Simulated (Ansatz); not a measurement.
Geometry relaxation of ZnO (part 1 of 2)

- system: ZnO (P6₃mc, 4 atoms in the cell)
- method: DFT r2SCAN, scalar-relativistic, plane waves, PAW, no spin polarisation (Ansatz 0.2.0)

The structure was made by swapping elements on the sites of another compound; it need not be a known phase. It belongs to a series of runs on one base structure; here: S -> O on all its sites, cell and atoms relaxed.

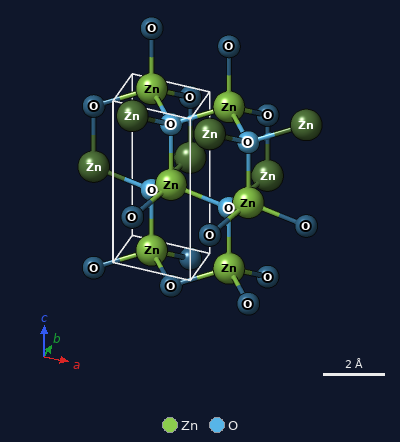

Figure 1. The input geometry (ball-and-stick view of the cell of the calculation, repeated 2 × 1 × 1, seen slightly off an axis; neighbours outside the cell are drawn fainter). An atom can appear more than once, as a periodic image. Near neighbours in the periodic cell (some may lie outside the picture): Zn has 4 O at 2.07 Å; O has 4 Zn at 2.07 Å.

**Results in brief**

```json
{"quantity": "outcome", "value": "converged"}
{"quantity": "space group (tolerance 0.01 Å)", "value": "P6₃mc (186)"}
{"quantity": "electrons treated", "value": "36"}
{"quantity": "free energy", "value": "−7789.8514 eV"}
{"quantity": "Fermi energy", "value": "7.591 eV"}
{"quantity": "gap on the k-point mesh", "value": "1.24 eV"}
{"quantity": "pressure", "value": "−0.01 GPa"}
{"quantity": "final volume", "value": "47.24 Å³"}
{"quantity": "largest force (length of the vector) at the end", "value": "under 0.001 eV/Å"}
{"quantity": "final cell", "value": "a = 3.235 Å, b = 3.235 Å, c = 5.211 Å, α = 90.00°, β = 90.00°, γ = 120.00°"}
{"quantity": "hardware", "value": "1 thread of AMD EPYC (Zen 3), 192 GiB of memory available, shared host"}
{"quantity": "wall time", "value": "47 s"}
{"quantity": "peak memory", "value": "0.51 GiB"}
```

**Input**
```yaml
crystal:
  lattice:
    - [3.3713644749, 0.0, 0.0]
    - [-1.6856822374, 2.9196872807, 0.0]
    - [0.0, 0.0, 5.5309086014]
  atoms:
    - { symbol: Zn, position: [0.3333333333, 0.6666666667, 0.0003440772] }
    - { symbol: Zn, position: [0.6666666667, 0.3333333333, 0.5003440772] }
    - { symbol: O, position: [0.3333333333, 0.6666666667, 0.3746559228] }
    - { symbol: O, position: [0.6666666667, 0.3333333333, 0.8746559228] }
basis:
  ecutwfc: 500
kpoints:
  mp_grid: { grid: [6, 6, 4] }
hamiltonian:
  xc: r2scan
scf:
  occupations: { method: gaussian, width: 0.1 }
output:
  forces: true
  stress: true
  eigenvalues: true
relax:
  adjacent_minimum: "off"
  f_tol: 0.05
  max_steps: 60
  cell: { stress_tol: 0.5 }
```

Command:
```bash
ansatz run input.yaml --threads 1 --pin off --max-ram 2560MiB --backend cpu --events-out ev --progress --plain --runs-dir out
```

**Output**
```
Engine: ansatz 0.2.0, x86_64-unknown-linux-gnu
Pseudopotentials: kind: paw
Pseudopotential: Zn, paw, valence charge 12, recommended cutoff 500 eV (meta_gga), Zn.paw.azcp
Pseudopotential: O, paw, valence charge 6, recommended cutoff 500 eV (meta_gga), O.paw.azcp
Functional definition: r2SCAN
  parameter k0 = 0.174
  parameter k1 = 0.065
  parameter a1 = 4.9479
  exchange = r2scan_x(k0 = k0, k1 = k1, a1 = a1)
  correlation = r2scan_c
Crystal: 4 atoms, lattice volume = 54.443 Å³
Basis set: ecut = 500 eV, 1389 PW (Γ), exchange–correlation on 100×100×180 points (64 copies of the dense FFT grid, shifted against one another)
Bands: 22, of which v1, the nominal top of the filled ones, is band 18 counted from 1 (17 counted from 0)
Symmetry: 12 space group operations
Space group: P63mc (ITA 186), of the structure as read, at distance tolerance 3.8e-5 Å
k-points: 21 of 144 (time reversal used)
Non-local potential: Zn, projectors of the file, l = 0: 2, l = 1: 2, l = 2: 3, l = 3: 1
Non-local potential: O, projectors of the file, l = 0: 2, l = 1: 2, l = 2: 1
PAW form: soft (Blöchl's): semilocal exchange-correlation on the pseudo side does not see the compensation charge
PAW frozen core: Zn, regenerated for the run's functional (the file was generated under x = pbe(κ = 0.804, μ = 0.2195149727645171), c = pbe(β = 0.06672455060314922))
PAW frozen core: O, regenerated for the run's functional (the file was generated under x = pbe(κ = 0.804, μ = 0.2195149727645171), c = pbe(β = 0.06672455060314922))
PAW one-centre angular grid: Zn, 590 points (default); XC on 261 of its mesh's 2673 points in the sphere
PAW one-centre angular grid: O, 302 points (default); XC on 160 Gauss nodes
Initial density: superposition of atomic densities (neutral atoms: chi_scale 0, normalization atom), corrected by the library's trained network
Initial wavefunctions: pseudopotential atomic-orbital guess
Functional: x = r2scan, c = r2scan; τ floored in thin density (d = 2e-4 eV/Å³)
SCF iter   1: F=—  HF=-7789.441313 eV  |F-HF|=—  |Δ(HF+E_count)|=         —  Δρ=1.89e-2  dr2=9.44e-2  dr2_τ=6.96e-2  ethr=1.77e-3  ⟨swp⟩=5.2  Hψ=1963  notcnv=0
preconditioner: auto → Resta (q_TF=auto, 2.547 Å⁻¹)  ε∞=6.6  [insulator: Δε(μ)=1.118 eV  Ē_g=12.761 eV  σ=0.100 eV  W_gap=1.00  n_scr=22 (ndim 8)  ℏωp=30.2 eV  f_vac=0.054  D(μ)=0.00/eV (n_scr^D=0)  ε∞_Penn≈6.6]
SCF iter   2: F=—  HF=-7789.451442 eV  |F-HF|=—  |Δ(HF+E_count)|=   1.01e-2  Δρ=4.61e-3  dr2=8.66e-3  dr2_τ=6.88e-4  ethr=2.62e-4  ⟨swp⟩=2.0  Hψ=1050  notcnv=0
SCF iter   3: F=—  HF=-7789.449166 eV  |F-HF|=—  |Δ(HF+E_count)|=   2.28e-3  Δρ=4.40e-3  dr2=5.08e-3  dr2_τ=2.09e-4  ethr=2.41e-5  ⟨swp⟩=2.0  Hψ=798  notcnv=0
SCF iter   4: F=—  HF=-7789.448077 eV  |F-HF|=—  |Δ(HF+E_count)|=   1.09e-3  Δρ=4.97e-4  dr2=1.49e-4  dr2_τ=3.72e-5  ethr=1.41e-5  ⟨swp⟩=2.0  Hψ=789  notcnv=0
SCF iter   5: F=—  HF=-7789.448132 eV  |F-HF|=—  |Δ(HF+E_count)|=   5.48e-5  Δρ=2.99e-4  dr2=2.72e-5  dr2_τ=2.92e-6  ethr=4.15e-7  ⟨swp⟩=2.6  Hψ=843  notcnv=0
SCF iter   6: F=—  HF=-7789.448165 eV  |F-HF|=—  |Δ(HF+E_count)|=   3.36e-5  Δρ=7.09e-5  dr2=4.00e-6  dr2_τ=1.18e-7  ethr=7.55e-8  ⟨swp⟩=2.7  Hψ=872  notcnv=0
SCF iter   7: F=—  HF=-7789.448165 eV  |F-HF|=—  |Δ(HF+E_count)|=   2.18e-7  Δρ=2.10e-5  dr2=1.82e-7  dr2_τ=1.90e-8  ethr=1.11e-8  ⟨swp⟩=2.1  Hψ=756  notcnv=0
SCF iter   8: F=-7789.448166 eV  HF=-7789.448166 eV  |F-HF|=2.83e-9  |Δ(HF+E_count)|=   3.53e-8  Δρ=3.93e-6  dr2=1.25e-8  dr2_τ=9.06e-10  ethr=2.78e-10  ⟨swp⟩=5.0  Hψ=1985  notcnv=0
SCF 1 converged in 8 iterations: F = -7789.448166 eV  dr2 = 1.25e-8
  greatest PAW one-centre occupation: 0.987 electrons in one spin orbital (limit 2), on the Zn atom at site 1 (counted from 0), in its partial waves of l = 2
relax step   1: F+E_penalty+E_count = -7789.44816552 eV  Δ(F+E_penalty+E_count) = +0.000e0 eV  max|allowed force component| = 5.953e-2 eV/Å  Δτ_max = 0.0000 Å  P = -15.609 GPa  Ω = 54.443 Å³  (8 SCF iters, dr2 threshold 1.00e-7 eV, accepted)
Crystal: 4 atoms, lattice volume = 50.040 Å³
Basis set: ecut = 500 eV, 1267 PW (Γ), exchange–correlation on 100×100×180 points (64 copies of the dense FFT grid, shifted against one another)
Initial density: handed on by an earlier stage of this run
Initial wavefunctions: those handed on with the density
iter 1 solved again at ethr=6.73e-5 eV; its pass at ethr=3.10e-3 eV (dr2=2.42e-2 eV) is discarded
SCF iter   1: F=—  HF=-7789.676886 eV  |F-HF|=—  |Δ(HF+E_count)|=         —  Δρ=6.86e-3  dr2=2.35e-2  dr2_τ=9.06e-2  ethr=6.73e-5  ⟨swp⟩=1.7  Hψ=2746  notcnv=0
preconditioner: auto → Resta (q_TF=auto, 2.583 Å⁻¹)  ε∞=6.7  [insulator: Δε(μ)=1.148 eV  Ē_g=13.236 eV  σ=0.100 eV  W_gap=1.00  n_scr=22 (ndim 8)  ℏωp=31.5 eV  f_vac=0.031  D(μ)=0.00/eV (n_scr^D=0)  ε∞_Penn≈6.7]
SCF iter   2: F=—  HF=-7789.784681 eV  |F-HF|=—  |Δ(HF+E_count)|=   1.08e-1  Δρ=4.50e-3  dr2=1.04e-2  dr2_τ=5.01e-4  ethr=6.54e-5  ⟨swp⟩=2.0  Hψ=924  notcnv=0
SCF iter   3: F=—  HF=-7789.782869 eV  |F-HF|=—  |Δ(HF+E_count)|=   1.81e-3  Δρ=2.03e-3  dr2=2.21e-3  dr2_τ=2.41e-4  ethr=2.88e-5  ⟨swp⟩=2.5  Hψ=808  notcnv=0
SCF iter   4: F=—  HF=-7789.782820 eV  |F-HF|=—  |Δ(HF+E_count)|=   4.92e-5  Δρ=1.15e-3  dr2=4.43e-4  dr2_τ=2.67e-5  ethr=6.13e-6  ⟨swp⟩=2.9  Hψ=864  notcnv=0
SCF iter   5: F=—  HF=-7789.782929 eV  |F-HF|=—  |Δ(HF+E_count)|=   1.09e-4  Δρ=5.71e-4  dr2=1.59e-4  dr2_τ=1.27e-5  ethr=1.23e-6  ⟨swp⟩=2.0  Hψ=848  notcnv=0
SCF iter   6: F=—  HF=-7789.782893 eV  |F-HF|=—  |Δ(HF+E_count)|=   3.59e-5  Δρ=2.18e-4  dr2=1.30e-5  dr2_τ=1.67e-6  ethr=4.43e-7  ⟨swp⟩=2.0  Hψ=940  notcnv=0
SCF iter   7: F=—  HF=-7789.782889 eV  |F-HF|=—  |Δ(HF+E_count)|=   3.17e-6  Δρ=3.20e-5  dr2=4.84e-7  dr2_τ=2.24e-8  ethr=3.60e-8  ⟨swp⟩=2.0  Hψ=793  notcnv=0
SCF iter   8: F=-7789.782890 eV  HF=-7789.782890 eV  |F-HF|=5.59e-9  |Δ(HF+E_count)|=   1.31e-7  Δρ=8.49e-6  dr2=3.06e-8  dr2_τ=1.01e-9  ethr=1.11e-9  ⟨swp⟩=5.7  Hψ=2204  notcnv=0
SCF 2 converged in 8 iterations: F = -7789.782890 eV  dr2 = 3.06e-8
relax step   2: F+E_penalty+E_count = -7789.78288957 eV  Δ(F+E_penalty+E_count) = -3.347e-1 eV  max|allowed force component| = 4.314e-2 eV/Å  Δτ_max = 0.0071 Å  P = -7.624 GPa  Ω = 50.040 Å³  energy of the carried Pulay correction = +2.426e-3 eV  (8 SCF iters, dr2 threshold 4.00e-7 eV, accepted)
Crystal: 4 atoms, lattice volume = 46.463 Å³
Basis set: ecut = 500 eV, 1165 PW (Γ), exchange–correlation on 100×100×180 points (64 copies of the dense FFT grid, shifted against one another)
iter 1 solved again at ethr=5.16e-5 eV; its pass at ethr=3.10e-3 eV (dr2=1.86e-2 eV) is discarded
SCF iter   1: F=—  HF=-7789.763343 eV  |F-HF|=—  |Δ(HF+E_count)|=         —  Δρ=6.23e-3  dr2=1.76e-2  dr2_τ=7.46e-2  ethr=5.16e-5  ⟨swp⟩=1.5  Hψ=2908  notcnv=0
preconditioner: auto → Resta (q_TF=auto, 2.615 Å⁻¹)  ε∞=6.7  [insulator: Δε(μ)=1.289 eV  Ē_g=13.738 eV  σ=0.100 eV  W_gap=1.00  n_scr=22 (ndim 8)  ℏωp=32.7 eV  f_vac=0.025  D(μ)=0.00/eV (n_scr^D=0)  ε∞_Penn≈6.7]
SCF iter   2: F=—  HF=-7789.850918 eV  |F-HF|=—  |Δ(HF+E_count)|=   8.76e-2  Δρ=4.02e-3  dr2=7.70e-3  dr2_τ=2.97e-4  ethr=4.88e-5  ⟨swp⟩=2.0  Hψ=924  notcnv=0
SCF iter   3: F=—  HF=-7789.849645 eV  |F-HF|=—  |Δ(HF+E_count)|=   1.27e-3  Δρ=1.76e-3  dr2=1.55e-3  dr2_τ=1.56e-4  ethr=2.14e-5  ⟨swp⟩=2.7  Hψ=818  notcnv=0
SCF iter   4: F=—  HF=-7789.849645 eV  |F-HF|=—  |Δ(HF+E_count)|=   2.70e-7  Δρ=8.79e-4  dr2=2.63e-4  dr2_τ=1.31e-5  ethr=4.31e-6  ⟨swp⟩=2.2  Hψ=817  notcnv=0
SCF iter   5: F=—  HF=-7789.849711 eV  |F-HF|=—  |Δ(HF+E_count)|=   6.62e-5  Δρ=2.78e-4  dr2=3.48e-5  dr2_τ=2.19e-6  ethr=7.32e-7  ⟨swp⟩=2.0  Hψ=788  notcnv=0
SCF iter   6: F=—  HF=-7789.849708 eV  |F-HF|=—  |Δ(HF+E_count)|=   3.34e-6  Δρ=1.84e-4  dr2=1.09e-5  dr2_τ=1.14e-6  ethr=9.67e-8  ⟨swp⟩=2.0  Hψ=838  notcnv=0
SCF iter   7: F=—  HF=-7789.849705 eV  |F-HF|=—  |Δ(HF+E_count)|=   2.62e-6  Δρ=3.42e-5  dr2=4.28e-7  dr2_τ=1.68e-8  ethr=3.03e-8  ⟨swp⟩=2.5  Hψ=818  notcnv=0
SCF iter   8: F=-7789.849705 eV  HF=-7789.849705 eV  |F-HF|=2.95e-8  |Δ(HF+E_count)|=   1.87e-8  Δρ=1.22e-5  dr2=5.73e-8  dr2_τ=2.51e-9  ethr=1.11e-9  ⟨swp⟩=6.0  Hψ=2350  notcnv=0
SCF 3 converged in 8 iterations: F = -7789.849705 eV  dr2 = 5.73e-8
  greatest PAW one-centre occupation: 0.987 electrons in one spin orbital (limit 2), on the Zn atom at site 0 (counted from 0), in its partial waves of l = 2
relax step   3: F+E_penalty+E_count = -7789.84970510 eV  Δ(F+E_penalty+E_count) = -6.682e-2 eV  max|allowed force component| = 3.605e-2 eV/Å  Δτ_max = 0.0051 Å  P = +2.569 GPa  Ω = 46.463 Å³  energy of the carried Pulay correction = +4.554e-3 eV  (8 SCF iters, dr2 threshold 4.00e-7 eV, accepted)
Crystal: 4 atoms, lattice volume = 47.258 Å³
iter 1 solved again at ethr=3.65e-6 eV; its pass at ethr=3.10e-3 eV (dr2=1.31e-3 eV) is discarded
SCF iter   1: F=—  HF=-7789.850014 eV  |F-HF|=—  |Δ(HF+E_count)|=         —  Δρ=1.90e-3  dr2=1.32e-3  dr2_τ=6.14e-3  ethr=3.65e-6  ⟨swp⟩=2.5  Hψ=2772  notcnv=0
preconditioner: auto → Resta (q_TF=auto, 2.607 Å⁻¹)  ε∞=6.8  [insulator: Δε(μ)=1.216 eV  Ē_g=13.468 eV  σ=0.100 eV  W_gap=1.00  n_scr=22 (ndim 8)  ℏωp=32.4 eV  f_vac=0.041  D(μ)=0.00/eV (n_scr^D=0)  ε∞_Penn≈6.8]
SCF iter   2: F=—  HF=-7789.855254 eV  |F-HF|=—  |Δ(HF+E_count)|=   5.24e-3  Δρ=1.07e-3  dr2=4.87e-4  dr2_τ=1.84e-5  ethr=3.65e-6  ⟨swp⟩=2.0  Hψ=840  notcnv=0
SCF iter   3: F=—  HF=-7789.855177 eV  |F-HF|=—  |Δ(HF+E_count)|=   7.72e-5  Δρ=4.60e-4  dr2=9.07e-5  dr2_τ=1.22e-5  ethr=1.35e-6  ⟨swp⟩=2.2  Hψ=788  notcnv=0
SCF iter   4: F=—  HF=-7789.855181 eV  |F-HF|=—  |Δ(HF+E_count)|=   3.57e-6  Δρ=2.20e-4  dr2=1.63e-5  dr2_τ=8.27e-7  ethr=2.52e-7  ⟨swp⟩=2.6  Hψ=822  notcnv=0
SCF iter   5: F=—  HF=-7789.855186 eV  |F-HF|=—  |Δ(HF+E_count)|=   5.15e-6  Δρ=9.37e-5  dr2=3.72e-6  dr2_τ=2.79e-7  ethr=4.52e-8  ⟨swp⟩=2.0  Hψ=804  notcnv=0
SCF iter   6: F=—  HF=-7789.855185 eV  |F-HF|=—  |Δ(HF+E_count)|=   6.43e-7  Δρ=4.72e-5  dr2=5.91e-7  dr2_τ=7.53e-8  ethr=1.03e-8  ⟨swp⟩=2.0  Hψ=834  notcnv=0
SCF iter   7: F=-7789.855185 eV  HF=-7789.855185 eV  |F-HF|=7.39e-9  |Δ(HF+E_count)|=   1.84e-7  Δρ=7.73e-6  dr2=1.84e-8  dr2_τ=8.33e-10  ethr=1.11e-9  ⟨swp⟩=5.8  Hψ=2294  notcnv=0
SCF 4 converged in 7 iterations: F = -7789.855185 eV  dr2 = 1.84e-8
relax step   4: F+E_penalty+E_count = -7789.85518517 eV  Δ(F+E_penalty+E_count) = -5.480e-3 eV  max|allowed force component| = 4.178e-2 eV/Å  Δτ_max = 0.0046 Å  P = -0.062 GPa  Ω = 47.258 Å³  energy of the carried Pulay correction = +4.068e-3 eV  (7 SCF iters, dr2 threshold 4.00e-7 eV, accepted)
Crystal: 4 atoms, lattice volume = 47.240 Å³
iter 1 solved again at ethr=1.96e-7 eV; its pass at ethr=3.10e-3 eV (dr2=7.06e-5 eV) is discarded
SCF iter   1: F=—  HF=-7789.855429 eV  |F-HF|=—  |Δ(HF+E_count)|=         —  Δρ=5.75e-4  dr2=7.26e-5  dr2_τ=4.70e-4  ethr=1.96e-7  ⟨swp⟩=2.5  Hψ=2637  notcnv=0
preconditioner: auto → Resta (q_TF=auto, 2.607 Å⁻¹)  ε∞=6.8  [insulator: Δε(μ)=1.237 eV  Ē_g=13.502 eV  σ=0.100 eV  W_gap=1.00  n_scr=22 (ndim 8)  ℏωp=32.4 eV  f_vac=0.037  D(μ)=0.00/eV (n_scr^D=0)  ε∞_Penn≈6.8]
SCF iter   2: F=—  HF=-7789.855510 eV  |F-HF|=—  |Δ(HF+E_count)|=   8.05e-5  Δρ=2.37e-4  dr2=1.23e-5  dr2_τ=8.88e-7  ethr=1.96e-7  ⟨swp⟩=2.0  Hψ=840  notcnv=0
SCF iter   3: F=—  HF=-7789.855509 eV  |F-HF|=—  |Δ(HF+E_count)|=   7.78e-7  Δρ=4.42e-5  dr2=5.18e-7  dr2_τ=7.54e-8  ethr=3.42e-8  ⟨swp⟩=2.1  Hψ=796  notcnv=0
SCF iter   4: F=-7789.855510 eV  HF=-7789.855510 eV  |F-HF|=1.31e-8  |Δ(HF+E_count)|=   5.62e-7  Δρ=2.23e-5  dr2=1.15e-7  dr2_τ=1.36e-8  ethr=1.11e-9  ⟨swp⟩=6.6  Hψ=2445  notcnv=0
SCF 5 converged in 4 iterations: F = -7789.855510 eV  dr2 = 1.15e-7
```
